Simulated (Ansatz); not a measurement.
# Geometry relaxation of HfSiO4 (part 2 of 2)

Continued. System: HfSiO4 (I-4m2, 6 atoms in the cell). Method: DFT, PBEsol, plane waves, PAW, no spin polarisation (Ansatz 0.2.0); cutoff 420 eV, 8×8×8 k-mesh, Fermi–Dirac smearing of 0.02 eV. The structure was built on a prototype by a generator; it need not be a known phase. The geometry comes from this level: PBE.

Geometry of the input (Å; fractional positions):
```
-1.8761  1.8761  4.9306
1.8761  -1.8761  4.9306
1.8761  1.8761  -4.9306
Hf 0.0000  0.0000  0.0000
Si 0.7500  0.2500  0.5000
O  0.9278  0.4278  0.5000
O  0.2204  0.2204  -0.0000
O  0.5722  0.0722  0.5000
O  0.7796  0.7796  -0.0000
```

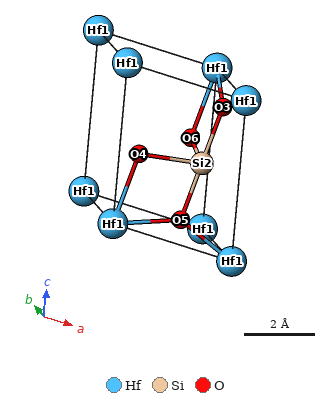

The geometry at step 3 of the log (ball-and-stick view of the reduced cell, seen slightly off an axis; atoms are numbered from 1 in the order of the input).

## What the program printed, continued
```
SCF iter   1: F=—  HF=-18470.500140 eV  |F-HF|=—  |Δ(HF+E_count)|=         —  Δρ=2.21e-4  dr2=4.72e-6  ethr=1.15e-7  ⟨swp⟩=3.1  Hψ=13731  notcnv=0
SCF iter   2: F=—  HF=-18470.500163 eV  |F-HF|=—  |Δ(HF+E_count)|=   2.28e-5  Δρ=1.08e-4  dr2=1.52e-6  ethr=8.75e-9  ⟨swp⟩=2.0  Hψ=3288  notcnv=0
SCF iter   3: F=—  HF=-18470.500164 eV  |F-HF|=—  |Δ(HF+E_count)|=   1.18e-6  Δρ=4.82e-5  dr2=2.04e-7  ethr=2.81e-9  ⟨swp⟩=2.3  Hψ=3189  notcnv=0
SCF iter   4: F=—  HF=-18470.500164 eV  |F-HF|=—  |Δ(HF+E_count)|=   3.33e-7  Δρ=4.77e-6  dr2=8.13e-9  ethr=3.77e-10  ⟨swp⟩=2.0  Hψ=3203  notcnv=0
SCF iter   5: F=—  HF=-18470.500164 eV  |F-HF|=—  |Δ(HF+E_count)|=   9.42e-9  Δρ=1.51e-6  dr2=1.09e-9  ethr=1.51e-11  ⟨swp⟩=2.0  Hψ=3540  notcnv=0
SCF iter   6: F=—  HF=-18470.500164 eV  |F-HF|=—  |Δ(HF+E_count)|=  8.33e-10  Δρ=4.42e-7  dr2=1.26e-10  ethr=2.02e-12  ⟨swp⟩=2.0  Hψ=3540  notcnv=0
SCF iter   7: F=-18470.500164 eV  HF=-18470.500164 eV  |F-HF|=1.82e-11  |Δ(HF+E_count)|=  3.64e-12  Δρ=2.54e-7  dr2=4.18e-11  ethr=1.00e-12  ⟨swp⟩=6.2  Hψ=9440  notcnv=0
SCF 6 converged in 7 iterations: F = -18470.500164 eV  dr2 = 4.18e-11
relax step   6: F+E_penalty+E_count = -18470.50016442 eV  Δ(F+E_penalty+E_count) = +7.141e-3 eV  max|allowed force component| = 3.606e-3 eV/Å  Δτ_max = 0.0000 Å  P = -0.189 GPa  Ω = 67.670 Å³  stress off target by 2.18e-1 GPa  SCF on the basis re-selected at this cell (its energy is not comparable with the rows above)  (7 SCF iters)
basis re-selected at this cell: Δ(F+E_penalty+E_count) = +7.141e-3 eV, ΔP = -0.202 GPa vs the last step (what re-selecting the basis moved, of the pressure what is left beyond the Pulay correction that the steps carried, after the strain that the cell walked since its last selection, with what the two solves' SCF thresholds leave and, on support functions, any second-order correction that the steps lacked; it is no measure of the basis error at this ecutwfc). This SCF's stress stands 2.18e-1 GPa from its target on what of the cell is left free (relax.cell.stress_tol is 5.00e-2 GPa) and its largest allowed force component is 3.61e-3 eV/Å (relax.f_tol is 5.00e-3 eV/Å): not within both, so this SCF does not close the relaxation
Crystal: 6 atoms, lattice volume = 67.610 Å³
iter 1 solved again at ethr=4.09e-8 eV; its pass at ethr=3.10e-3 eV (dr2=2.21e-5 eV) is discarded
SCF iter   1: F=—  HF=-18470.500479 eV  |F-HF|=—  |Δ(HF+E_count)|=         —  Δρ=1.58e-4  dr2=2.12e-5  ethr=4.09e-8  ⟨swp⟩=2.2  Hψ=9425  notcnv=0
preconditioner: auto → Resta (q_TF=auto, 2.628 Å⁻¹)  ε∞=4.6  [insulator: Δε(μ)=3.984 eV  Ē_g=17.257 eV  σ=0.020 eV  W_gap=1.00  n_scr=24 (ndim 8)  ℏωp=32.6 eV  f_vac=0.117  D(μ)=0.00/eV (n_scr^D=0)  ε∞_Penn≈4.6]
SCF iter   2: F=—  HF=-18470.500493 eV  |F-HF|=—  |Δ(HF+E_count)|=   1.39e-5  Δρ=6.94e-5  dr2=5.36e-6  ethr=3.93e-8  ⟨swp⟩=2.4  Hψ=2900  notcnv=0
SCF iter   3: F=—  HF=-18470.500491 eV  |F-HF|=—  |Δ(HF+E_count)|=   1.64e-6  Δρ=3.05e-5  dr2=9.31e-7  ethr=9.93e-9  ⟨swp⟩=2.1  Hψ=2941  notcnv=0
SCF iter   4: F=—  HF=-18470.500491 eV  |F-HF|=—  |Δ(HF+E_count)|=   2.96e-7  Δρ=1.31e-5  dr2=1.66e-7  ethr=1.72e-9  ⟨swp⟩=2.0  Hψ=3496  notcnv=0
SCF iter   5: F=-18470.500491 eV  HF=-18470.500491 eV  |F-HF|=4.58e-9  |Δ(HF+E_count)|=   3.58e-8  Δρ=6.65e-6  dr2=4.02e-8  ethr=2.19e-10  ⟨swp⟩=8.8  Hψ=12825  notcnv=0
SCF 7 converged in 5 iterations: F = -18470.500491 eV  dr2 = 4.02e-8
relax step   7: F+E_penalty+E_count = -18470.50049071 eV  Δ(F+E_penalty+E_count) = -3.263e-4 eV  max|allowed force component| = 8.299e-4 eV/Å  Δτ_max = 0.0001 Å  P = -0.003 GPa  Ω = 67.610 Å³  energy of the carried Pulay correction = +2.850e-4 eV  (5 SCF iters, dr2 threshold 1.18e-7 eV, accepted)
iter 1 solved again at ethr=1.24e-7 eV; its pass at ethr=3.10e-3 eV (dr2=6.72e-5 eV) is discarded
SCF iter   1: F=—  HF=-18470.500192 eV  |F-HF|=—  |Δ(HF+E_count)|=         —  Δρ=1.33e-5  dr2=5.83e-8  ethr=1.24e-7  ⟨swp⟩=3.1  Hψ=13754  notcnv=0
preconditioner: auto → Resta (q_TF=auto, 2.628 Å⁻¹)  ε∞=4.6  [insulator: Δε(μ)=3.986 eV  Ē_g=17.256 eV  σ=0.020 eV  W_gap=1.00  n_scr=24 (ndim 8)  ℏωp=32.6 eV  f_vac=0.117  D(μ)=0.00/eV (n_scr^D=0)  ε∞_Penn≈4.6]
SCF iter   2: F=—  HF=-18470.500212 eV  |F-HF|=—  |Δ(HF+E_count)|=   1.98e-5  Δρ=6.92e-6  dr2=2.87e-8  ethr=1.08e-10  ⟨swp⟩=2.6  Hψ=3687  notcnv=0
SCF iter   3: F=—  HF=-18470.500212 eV  |F-HF|=—  |Δ(HF+E_count)|=   5.45e-9  Δρ=3.93e-6  dr2=1.10e-8  ethr=5.32e-11  ⟨swp⟩=2.9  Hψ=3783  notcnv=0
SCF iter   4: F=—  HF=-18470.500212 eV  |F-HF|=—  |Δ(HF+E_count)|=   7.71e-9  Δρ=1.08e-6  dr2=7.98e-10  ethr=2.04e-11  ⟨swp⟩=2.0  Hψ=3065  notcnv=0
SCF iter   5: F=—  HF=-18470.500212 eV  |F-HF|=—  |Δ(HF+E_count)|=  5.38e-10  Δρ=5.98e-7  dr2=2.10e-10  ethr=1.48e-12  ⟨swp⟩=2.0  Hψ=3467  notcnv=0
SCF iter   6: F=-18470.500212 eV  HF=-18470.500212 eV  |F-HF|=1.46e-11  |Δ(HF+E_count)|=  1.38e-10  Δρ=1.35e-7  dr2=8.29e-12  ethr=1.00e-12  ⟨swp⟩=6.0  Hψ=9326  notcnv=0
SCF 8 converged in 6 iterations: F = -18470.500212 eV  dr2 = 8.29e-12
relax step   8: F+E_penalty+E_count = -18470.50021173 eV  Δ(F+E_penalty+E_count) = +2.790e-4 eV  max|allowed force component| = 8.587e-4 eV/Å  Δτ_max = 0.0000 Å  P = -0.007 GPa  Ω = 67.610 Å³  stress off target by 7.91e-3 GPa  SCF on the basis re-selected at this cell (its energy is not comparable with the rows above)  (6 SCF iters)
basis re-selected at this cell: Δ(F+E_penalty+E_count) = +2.790e-4 eV, ΔP = -0.004 GPa vs the last step (what re-selecting the basis moved, of the pressure what is left beyond the Pulay correction that the steps carried, after the strain that the cell walked since its last selection, with what the two solves' SCF thresholds leave and, on support functions, any second-order correction that the steps lacked; it is no measure of the basis error at this ecutwfc). This SCF's stress stands 7.91e-3 GPa from its target on what of the cell is left free (relax.cell.stress_tol is 5.00e-2 GPa) and its largest allowed force component is 8.59e-4 eV/Å (relax.f_tol is 5.00e-3 eV/Å): within both
SCF converged after 6 iterations
Free energy (F): -18470.500212 eV
Harris-Foulkes:  -18470.500212 eV  (|F-HF|=1.46e-11)
Internal energy: -18470.500212 eV  (E = F + TS)
E sigma→0 (E₀):  -18470.500212 eV
Fermi energy:    12.065403 eV
--- Per-component energies (eV) ---
  E_band       = -134.221911
  E_kinetic    = 1176.026048
  E_local      = -8294.581062  (includes V_loc(G=0)·N_el)
  E_nonlocal   = -1021.572702
  E_hartree    = 3712.771562
  E_xc         = -646.102140
  E_vxc        = -690.142395  (∫ρ·V_xc dr)
  E_paw        = -7918.416998  (= ΣΔE_a)
  E_vpaw       = 1270.495105  (= ΣTr[D̂ρ^β])
  E_aug_tail   = 0.010066  (compensation charges beyond the density's cutoff)
  E_ewald      = -5480.058790
  E_core_change = 1.423804  (= ΣΔE_core)
  E_smearing   = -0.000000  (= −TS)
  E_closure    = -0.000000  (closes the sum)
  Σ components = -18470.500212   (vs F -18470.500212, Δ=0.00e0)
--- Forces (eV/Å), atoms counted from 1 ---
  atom   1  Hf     0.00000000     0.00000000    -0.00000000
  atom   2  Si    -0.00000000     0.00000000    -0.00000000
  atom   3  O     -0.00000000    -0.00000000     0.00037099
  atom   4  O      0.00000000     0.00000000     0.00085867
  atom   5  O      0.00000000     0.00000000    -0.00037099
  atom   6  O     -0.00000000     0.00000000    -0.00085867
  max |Σ_I F_I| component: 1.86e-17 eV/Å
--- Stress (GPa, compression-positive) ---
       -0.007907       0.000000       0.000000
        0.000000      -0.007907       0.000000
        0.000000       0.000000      -0.004738
  P = ⅓ Tr σ = -0.0069 GPa (-0.069 kbar)
--- Band table (eV; the first three rows and the last of 59) ---
  k-point 0: bands = ["-50.6359", "-19.5637", "-19.5637", "-19.5200", "-9.9458", "-8.5961", "-7.1761", "-5.9265", "-0.5184", "-0.5184", "-0.4471", "-0.4228", "-0.4228", "-0.4021", "-0.3766", "3.4543", "3.4543", "3.6600", "3.8094", "6.7456", "6.7456", "6.9581", "7.6698", "7.6698", "8.8126", "9.5399", "9.5399", "14.1049", "14.4232", "16.9532", "17.5611", "17.6580", "17.6580"]
  k-point 1: bands = ["-50.6349", "-19.6272", "-19.6139", "-19.4931", "-9.7512", "-8.4999", "-7.1034", "-6.0595", "-0.5195", "-0.5128", "-0.4491", "-0.4317", "-0.4294", "-0.4093", "-0.3850", "2.4834", "3.2570", "4.4135", "4.8931", "6.1375", "6.5727", "7.0046", "7.4721", "7.6770", "8.9102", "8.9862", "9.6471", "14.4881", "15.1446", "16.8092", "17.1720", "17.3053", "17.6832"]
  k-point 2: bands = ["-50.6322", "-19.7391", "-19.7300", "-19.4676", "-9.2349", "-8.2661", "-6.9780", "-6.3585", "-0.5251", "-0.4999", "-0.4693", "-0.4551", "-0.4441", "-0.4289", "-0.4039", "1.7120", "3.5112", "5.2490", "5.4180", "5.8364", "6.3779", "6.3888", "7.3276", "7.6910", "8.1039", "8.9985", "9.8746", "14.9837", "15.4354", "16.1802", "17.0748", "17.9582", "18.2553"]
  k-point 58: bands = ["-50.6359", "-19.5640", "-19.5640", "-19.5351", "-9.3004", "-9.1552", "-7.1121", "-6.1866", "-0.5167", "-0.5167", "-0.4472", "-0.4261", "-0.4261", "-0.4055", "-0.3805", "3.6441", "3.7130", "3.7130", "3.9190", "6.0877", "6.0877", "7.4009", "7.8713", "7.8713", "8.4864", "9.6951", "9.6951", "14.1567", "15.0347", "16.0987", "17.2662", "17.6293", "17.6293"]
--- Relaxed structure (6 steps of the walk, 6 accepted, 2 SCFs on fresh bases) ---
  F+E_penalty+E_count = -18470.50021173 eV   max|allowed force component| = 8.587e-4 eV/Å   (the final SCF, on the basis selected at the relaxed cell)
  cell:  # Å, volume = 67.6098 Å³
    - [-1.8571060408497375, 1.8571060408497375, 4.900901629827933]
    - [1.8571060408497375, -1.8571060408497375, 4.900901629827933]
    - [1.8571060408497375, 1.8571060408497375, -4.900901629827933]
  atoms:
    - { symbol: Hf, position: [2.565391711122686e-20, 2.5653917111227804e-20, 1.0515851363169105e-33] }
    - { symbol: Si, position: [0.75, 0.25000000000000006, 0.5] }
    - { symbol: O, position: [0.9278470786107463, 0.4278470786107464, 0.5] }
    - { symbol: O, position: [0.22050195888259555, 0.22050195888259555, -4.0773933034056024e-19] }
    - { symbol: O, position: [0.5721529213892537, 0.07215292138925367, 0.5] }
    - { symbol: O, position: [0.7794980411174047, 0.7794980411174047, -1.3911915770760878e-18] }
```

## File rho_z.tsv
```
# z_ang	rho[e/angstrom^3]
# format = ansatz-planar-average/11
# lattice	-1.857106041	1.857106041	4.900901630
# lattice	1.857106041	-1.857106041	4.900901630
# lattice	1.857106041	1.857106041	-4.900901630
# sites	6
# site	72	0.000000000	0.000000000	0.000000000
# site	14	0.000000000	1.857106041	2.450450815
# site	8	0.000000000	1.857106041	4.193672890
# site	8	-0.000000000	-0.000000000	2.161316819
# site	8	-0.000000000	1.857106041	0.707228740
# site	8	-0.000000000	0.000000000	7.640486440
0.000000	1.608495e0
0.139007	1.582988e0
0.278013	1.509088e0
0.417020	1.394317e0
0.556026	1.250133e0
0.695033	1.090460e0
0.834039	9.298041e-1
0.973046	7.811808e-1
1.112053	6.543559e-1
1.251059	5.550158e-1
1.390066	4.851184e-1
1.529072	4.439727e-1
1.668079	4.292018e-1
1.807085	4.370707e-1
1.946092	4.624020e-1
2.085099	4.987264e-1
2.224105	5.390290e-1
2.363112	5.768387e-1
2.502118	6.070939e-1
2.641125	6.264430e-1
2.780131	6.330788e-1
2.919138	6.264430e-1
3.058145	6.070939e-1
3.197151	5.768387e-1
3.336158	5.390290e-1
3.475164	4.987264e-1
3.614171	4.624020e-1
3.753177	4.370707e-1
3.892184	4.292018e-1
4.031191	4.439727e-1
4.170197	4.851184e-1
4.309204	5.550158e-1
4.448210	6.543559e-1
4.587217	7.811808e-1
4.726223	9.298041e-1
4.865230	1.090460e0
5.004237	1.250133e0
5.143243	1.394317e0
5.282250	1.509088e0
5.421256	1.582988e0
```

## File v_z.tsv
```
# z_ang	v_es[eV]	v_tot[eV]
# format = ansatz-planar-average/11
# xc	pbesol
# density_cutoff_ev	1680
# datasets	Hf=:simpson_from_first_knot:soft:shift=-916684	Si=:simpson_from_first_knot:soft:shift=-540422	O=:simpson_from_first_knot:soft:shift=-234619
# lattice	-1.857106041	1.857106041	4.900901630
# lattice	1.857106041	-1.857106041	4.900901630
# lattice	1.857106041	1.857106041	-4.900901630
# sites	6
# site	72	0.000000000	0.000000000	0.000000000
# site	14	0.000000000	1.857106041	2.450450815
# site	8	0.000000000	1.857106041	4.193672890
# site	8	-0.000000000	-0.000000000	2.161316819
# site	8	-0.000000000	1.857106041	0.707228740
# site	8	-0.000000000	0.000000000	7.640486440
0.000000	4.123649e0	-7.834727e0
0.139007	4.191696e0	-7.743887e0
0.278013	4.392594e0	-7.475383e0
0.417020	4.715719e0	-7.042818e0
0.556026	5.139538e0	-6.474104e0
0.695033	5.637860e0	-5.805409e0
0.834039	6.186797e0	-5.072630e0
0.973046	6.771875e0	-4.301990e0
1.112053	7.361766e0	-3.535322e0
1.251059	7.828155e0	-2.911129e0
1.390066	8.005491e0	-2.605716e0
1.529072	7.822959e0	-2.699338e0
1.668079	7.353248e0	-3.122902e0
1.807085	6.757497e0	-3.709834e0
1.946092	6.150895e0	-4.332685e0
2.085099	5.552188e0	-4.960430e0
2.224105	4.980813e0	-5.566845e0
2.363112	4.478648e0	-6.107822e0
2.502118	4.087603e0	-6.537910e0
2.641125	3.840929e0	-6.815226e0
2.780131	3.756745e0	-6.911214e0
2.919138	3.840929e0	-6.815226e0
3.058145	4.087603e0	-6.537910e0
3.197151	4.478648e0	-6.107822e0
3.336158	4.980813e0	-5.566845e0
3.475164	5.552188e0	-4.960430e0
3.614171	6.150895e0	-4.332685e0
3.753177	6.757497e0	-3.709834e0
3.892184	7.353248e0	-3.122902e0
4.031191	7.822959e0	-2.699338e0
4.170197	8.005491e0	-2.605716e0
4.309204	7.828155e0	-2.911129e0
4.448210	7.361766e0	-3.535322e0
4.587217	6.771875e0	-4.301990e0
4.726223	6.186797e0	-5.072630e0
4.865230	5.637860e0	-5.805409e0
5.004237	5.139538e0	-6.474104e0
5.143243	4.715719e0	-7.042818e0
5.282250	4.392594e0	-7.475383e0
5.421256	4.191696e0	-7.743887e0
```

## Trajectory as extended XYZ (Å, eV, eV/Å), 8 frames, from step=1 to step=8
```
6
Lattice="-1.8761 1.8761 4.9306 1.8761 -1.8761 4.9306 1.8761 1.8761 -4.9306" Properties=species:S:1:pos:R:3:forces:R:3 step=1 energy=-18470.46842 pressure_GPa=-5.53
Hf    0.0000    0.0000    0.0000    0.0000   0.0000   0.0000
Si    0.0000    1.8761    2.4653    0.0000   0.0000   0.0000
O     0.0000    1.8761    4.2188    0.0000   0.0000  -0.0026
O     0.0000    0.0000    2.1729    0.0000   0.0000  -0.1559
O     0.0000    1.8761    0.7119    0.0000   0.0000   0.0026
O     0.0000    0.0000    7.6883    0.0000   0.0000   0.1559
6
Lattice="-1.8657 1.8657 4.8902 1.8657 -1.8657 4.8902 1.8657 1.8657 -4.8902" Properties=species:S:1:pos:R:3:forces:R:3 step=2 energy=-18470.50131 pressure_GPa=-1.11
Hf    0.0000    0.0000    0.0000    0.0000   0.0000   0.0000
Si    0.0000    1.8657    2.4451    0.0000   0.0000   0.0000
O     0.0000    1.8657    4.1936    0.0000   0.0000  -0.1540
O     0.0000    0.0000    2.1519    0.0000   0.0000   0.0945
O     0.0000    1.8657    0.6966    0.0000   0.0000   0.1540
O     0.0000    0.0000    7.6285    0.0000   0.0000  -0.0945
6
Lattice="-1.8603 1.8603 4.8940 1.8603 -1.8603 4.8940 1.8603 1.8603 -4.8940" Properties=species:S:1:pos:R:3:forces:R:3 step=3 energy=-18470.50652 pressure_GPa=-0.12
Hf    0.0000    0.0000    0.0000    0.0000   0.0000   0.0000
Si    0.0000    1.8603    2.4470    0.0000   0.0000   0.0000
O     0.0000    1.8603    4.1904    0.0000   0.0000  -0.0273
O     0.0000    0.0000    2.1564    0.0000   0.0000   0.0484
O     0.0000    1.8603    0.7036    0.0000   0.0000   0.0273
O     0.0000    0.0000    7.6316    0.0000   0.0000  -0.0484
6
Lattice="-1.8582 1.8582 4.8995 1.8582 -1.8582 4.8995 1.8582 1.8582 -4.8995" Properties=species:S:1:pos:R:3:forces:R:3 step=4 energy=-18470.50729 pressure_GPa=0.03
Hf    0.0000    0.0000    0.0000    0.0000   0.0000   0.0000
Si    0.0000    1.8582    2.4497    0.0000   0.0000   0.0000
O     0.0000    1.8582    4.1924    0.0000   0.0000   0.0131
O     0.0000    0.0000    2.1605    0.0000   0.0000   0.0056
O     0.0000    1.8582    0.7071    0.0000   0.0000  -0.0131
O     0.0000    0.0000    7.6384    0.0000   0.0000  -0.0056
6
Lattice="-1.8580 1.8580 4.9008 1.8580 -1.8580 4.9008 1.8580 1.8580 -4.9008" Properties=species:S:1:pos:R:3:forces:R:3 step=5 energy=-18470.50731 pressure_GPa=0.01
Hf    0.0000    0.0000    0.0000    0.0000   0.0000   0.0000
Si    0.0000    1.8580    2.4504    0.0000   0.0000   0.0000
O     0.0000    1.8580    4.1936    0.0000   0.0000   0.0035
O     0.0000    0.0000    2.1612    0.0000   0.0000   0.0001
O     0.0000    1.8580    0.7071    0.0000   0.0000  -0.0035
O     0.0000    0.0000    7.6403    0.0000   0.0000  -0.0001
6
Lattice="-1.8580 1.8580 4.9008 1.8580 -1.8580 4.9008 1.8580 1.8580 -4.9008" Properties=species:S:1:pos:R:3:forces:R:3 step=6 energy=-18470.50016 pressure_GPa=-0.19
Hf    0.0000    0.0000    0.0000    0.0000   0.0000   0.0000
Si    0.0000    1.8580    2.4504    0.0000   0.0000   0.0000
O     0.0000    1.8580    4.1936    0.0000   0.0000   0.0036
O     0.0000    0.0000    2.1612    0.0000   0.0000  -0.0006
O     0.0000    1.8580    0.7071    0.0000   0.0000  -0.0036
O     0.0000    0.0000    7.6403    0.0000   0.0000   0.0006
6
Lattice="-1.8571 1.8571 4.9009 1.8571 -1.8571 4.9009 1.8571 1.8571 -4.9009" Properties=species:S:1:pos:R:3:forces:R:3 step=7 energy=-18470.50049 pressure_GPa=-0.00
Hf    0.0000    0.0000    0.0000    0.0000   0.0000   0.0000
Si    0.0000    1.8571    2.4505    0.0000   0.0000   0.0000
O     0.0000    1.8571    4.1937    0.0000   0.0000   0.0003
O     0.0000    0.0000    2.1613    0.0000   0.0000   0.0008
O     0.0000    1.8571    0.7072    0.0000   0.0000  -0.0003
O     0.0000    0.0000    7.6405    0.0000   0.0000  -0.0008
6
Lattice="-1.8571 1.8571 4.9009 1.8571 -1.8571 4.9009 1.8571 1.8571 -4.9009" Properties=species:S:1:pos:R:3:forces:R:3 step=8 energy=-18470.50021 pressure_GPa=-0.01
Hf    0.0000    0.0000    0.0000    0.0000   0.0000   0.0000
Si    0.0000    1.8571    2.4505    0.0000   0.0000   0.0000
O     0.0000    1.8571    4.1937    0.0000   0.0000   0.0004
O     0.0000    0.0000    2.1613    0.0000   0.0000   0.0009
O     0.0000    1.8571    0.7072    0.0000   0.0000  -0.0004
O     0.0000    0.0000    7.6405    0.0000   0.0000  -0.0009
```

## Results in brief

| quantity | value |
| --- | --- |
| outcome | converged |
| space group (tolerance 0.01 Å) | I-4m2 (119) |
| electrons treated | 54 |
| free energy | −18470.5002 eV |
| Fermi energy | 12.065 eV |
| gap on the k-point mesh | 3.99 eV |
| pressure | −0.01 GPa |
| final volume | 67.61 Å³ |
| largest force (length of the vector) at the end | 0.001 eV/Å |
| final cell | a = 5.560 Å, b = 5.560 Å, c = 5.560 Å, α = 140.98°, β = 140.98°, γ = 56.37° |
| hardware | 4 threads of AMD EPYC (Zen 3), 16 GiB of memory available, shared host |
| wall time | 24 s (CPU time 90 s) |
| peak memory | 0.53 GiB |

## Remarks

Spin–orbit coupling is left out, which matters for Hf.
